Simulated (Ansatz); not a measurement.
Geometry optimisation.

Program: Ansatz.

```
crystal:
  lattice:
    - [-4.4555, 4.4555, 4.4555]
    - [4.4555, -4.4555, 4.4555]
    - [4.4555, 4.4555, -4.4555]
  atoms:
    - { symbol: Mn, position: [0.0, 0.0, 0.0], spin: 3.5 }
    - { symbol: Mn, position: [0.36426, 0.36426, 0.36426], spin: 3.5 }
    - { symbol: Mn, position: [0.0, 0.0, 0.63574], spin: 3.5 }
    - { symbol: Mn, position: [0.0, 0.63574, 0.0], spin: 3.5 }
    - { symbol: Mn, position: [0.63574, 0.0, 0.0], spin: 3.5 }
    - { symbol: Mn, position: [0.17916, 0.80764, 0.80764], spin: 3.5 }
    - { symbol: Mn, position: [0.0, 0.37152, 0.19236], spin: 3.5 }
    - { symbol: Mn, position: [0.0, 0.19236, 0.37152], spin: 3.5 }
    - { symbol: Mn, position: [0.82084, 0.62848, 0.62848], spin: 3.5 }
    - { symbol: Mn, position: [0.80764, 0.17916, 0.80764], spin: 3.5 }
    - { symbol: Mn, position: [0.37152, 0.0, 0.19236], spin: 3.5 }
    - { symbol: Mn, position: [0.62848, 0.82084, 0.62848], spin: 3.5 }
    - { symbol: Mn, position: [0.19236, 0.0, 0.37152], spin: 3.5 }
    - { symbol: Mn, position: [0.80764, 0.80764, 0.17916], spin: 3.5 }
    - { symbol: Mn, position: [0.62848, 0.62848, 0.82084], spin: 3.5 }
    - { symbol: Mn, position: [0.37152, 0.19236, 0.0], spin: 3.5 }
    - { symbol: Mn, position: [0.19236, 0.37152, 0.0], spin: 3.5 }
    - { symbol: Mn, position: [0.71412, 0.32249, 0.32249], spin: 3.5 }
    - { symbol: Mn, position: [0.0, 0.39163, 0.67751], spin: 3.5 }
    - { symbol: Mn, position: [0.0, 0.67751, 0.39163], spin: 3.5 }
    - { symbol: Mn, position: [0.28588, 0.60837, 0.60837], spin: 3.5 }
    - { symbol: Mn, position: [0.32249, 0.71412, 0.32249], spin: 3.5 }
    - { symbol: Mn, position: [0.39163, 0.0, 0.67751], spin: 3.5 }
    - { symbol: Mn, position: [0.60837, 0.28588, 0.60837], spin: 3.5 }
    - { symbol: Mn, position: [0.67751, 0.0, 0.39163], spin: 3.5 }
    - { symbol: Mn, position: [0.32249, 0.32249, 0.71412], spin: 3.5 }
    - { symbol: Mn, position: [0.60837, 0.60837, 0.28588], spin: 3.5 }
    - { symbol: Mn, position: [0.39163, 0.67751, 0.0], spin: 3.5 }
    - { symbol: Mn, position: [0.67751, 0.39163, 0.0], spin: 3.5 }
basis:
  ecutwfc: 420
  ecutrho_ratio: 4
kpoints:
  mp_grid: { grid: [4, 4, 4] }
hamiltonian:
  xc: pbe
scf:
  occupations: { method: gaussian, width: 0.05 }
output:
  forces: true
  stress: true
  eigenvalues: true
  populations: true
magnetization:
  spin_polarized: true
relax:
  f_tol: 0.03
  max_steps: 60
  cell: { stress_tol: 0.3 }
```

Question: How does the optimisation go?

Answer: The optimisation met its thresholds at geometry 5, counting the start as the first. The energy fell by about 59 meV/atom from the first step to the last. The largest force component goes from about 0.37 eV/Å at the start to 0.025 eV/Å at the end. The volume shrinks from 12.2 to 11.1 Å³ per atom (−9 %), overshooting to 10.8 at step 3, as the pressure goes from −13 GPa to about 0 GPa.

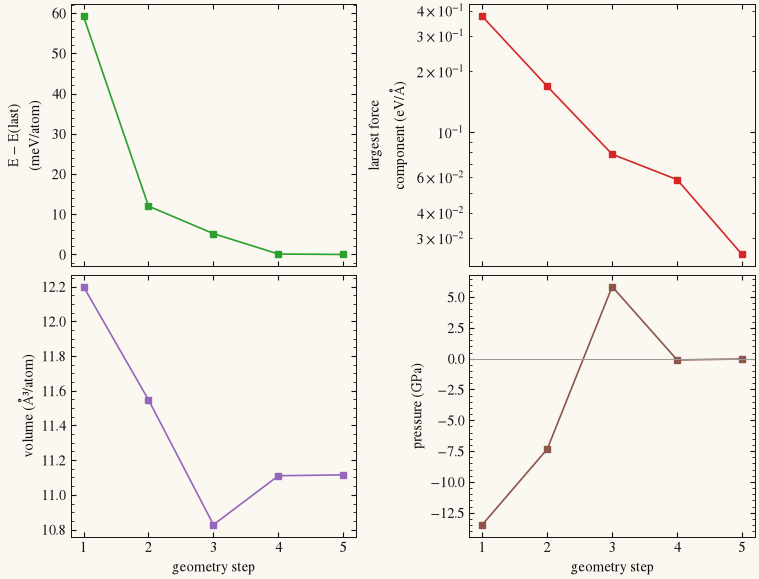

History of the run, step by step. Atoms and cell relax. A closing SCF on a freshly chosen basis isn't drawn.
